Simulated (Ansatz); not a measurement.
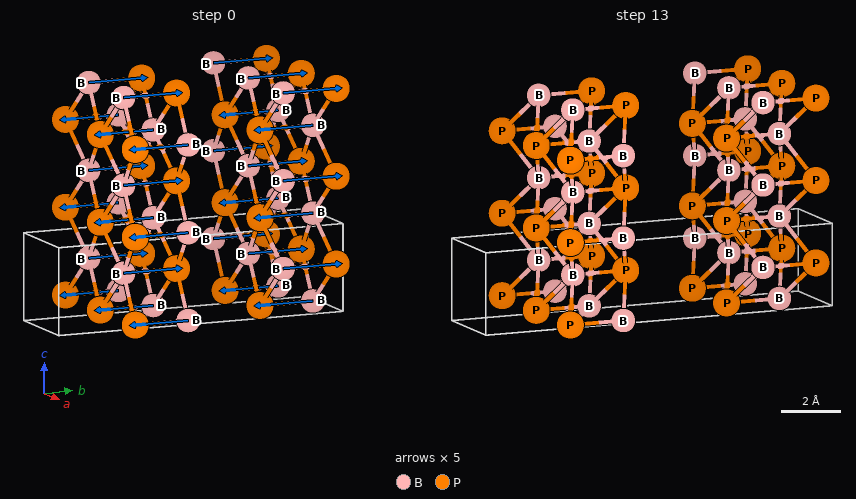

The structure of crystalline BP (a generated structure, set up in Cmcm) (coarse preliminary run) before (left) and after (right) a relaxation, at one scale. The blue arrows give the displacements (the part carried along by the change of the cell is left out), 5 times their true length.

A ball-and-stick model of the conventional cell (2 times the calculation's cell), repeated 2 × 1 × 3 with one cell outlined, seen slightly off an axis. Lengths and directions refer to the drawn axes.

Theory: DFT PBE, scalar-relativistic, plane waves, PAW in Ansatz.

The input:
```yaml
crystal:
  lattice:
    - [1.4788914934, -5.363383414, 0.0]
    - [1.4788914934, 5.363383414, 0.0]
    - [0.0, 0.0, 3.0831595991]
  atoms:
    - { symbol: B, position: [0.6670545449, 0.3329454551, 0.25] }
    - { symbol: B, position: [0.3329454551, 0.6670545449, 0.75] }
    - { symbol: P, position: [0.8534033064, 0.1465966936, 0.25] }
    - { symbol: P, position: [0.1465966936, 0.8534033064, 0.75] }
basis:
  ecutwfc: 420
kpoints:
  mp_grid: { grid: [6, 6, 6] }
hamiltonian:
  xc: pbe
scf:
  occupations: { method: gaussian, width: 0.1 }
  lower_state_search: "off"
output:
  forces: true
  stress: true
  eigenvalues: true
relax:
  adjacent_minimum: "off"
  f_tol: 0.04
  max_steps: 70
  cell: { stress_tol: 0.4 }
```

Command:
```bash
ansatz run input.yaml --threads 1 --pin off --max-ram 2048MiB --backend cpu --events-out ev --progress --plain --runs-dir out
```

> What changed between the two?

The largest moves relative to the cell, 0.45 Å, are those of B1 and B2. B1 goes along −b. By element the largest moves are B 0.45 Å, P 0.01 Å. The drawn cell changes as follows: a 2.958 → 2.894 Å (−2.2 %), b 10.727 → 13.063 Å (+21.8 %), c 3.083 → 2.894 Å (−6.1 %); the volume changes by +11.8 %. Among the contacts that change: B1–P4 2.147 → 2.174 Å. Among the angles between lasting bonds that change: P4–B1–P4 168.3° → 140.6°, B1–P4–B1 168.3° → 140.6°, B1–P4–B2 84.1° → 70.3°. The space group stays Cmcm (No. 63). Over 11 accepted moves (13 points after the start) the energy falls by 0.287 eV per cell of the calculation. Largest force component: 0.66 eV/Å at the start, 0.0049 eV/Å at the end. The pressure goes from 0.93 to 0.05 GPa. The SCF was repeated twice at an unchanged geometry on a basis and grid sized afresh for the cell, which shifted the energy by 16.7 meV per cell of the calculation at most.
